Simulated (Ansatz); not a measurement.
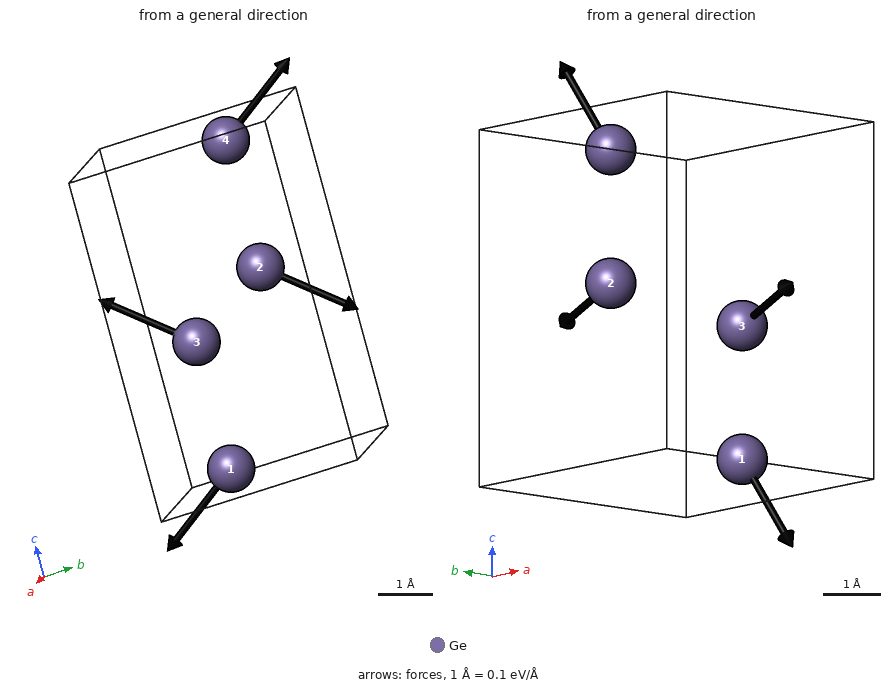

A spheres-only rendering, viewed from two general directions. The frame is the simulation cell; atoms at its boundary are shown with their periodic copies. The arrows are the computed forces on the atoms.

System: Ge. Calculation details: Ansatz 0.2.0, DFT PBEsol, scalar-relativistic, plane waves, PAW; a plane-wave cutoff of 420 eV, the zone sampled with 12×12×8 points, Gaussian smearing of 0.15 eV, no spin polarisation.

### Is the structure at a minimum of the energy?

No. The atoms still feel forces of up to about 0.16 eV/Å, above a usual threshold of 0.01 to 0.03 eV/Å.

### Find the atom with the largest force.

All Ge atoms, about 0.16 eV/Å.

It derives from a structure listed in the Materials Project. The cell was then strained or its atoms displaced on purpose. It went into a calculation with Ansatz.
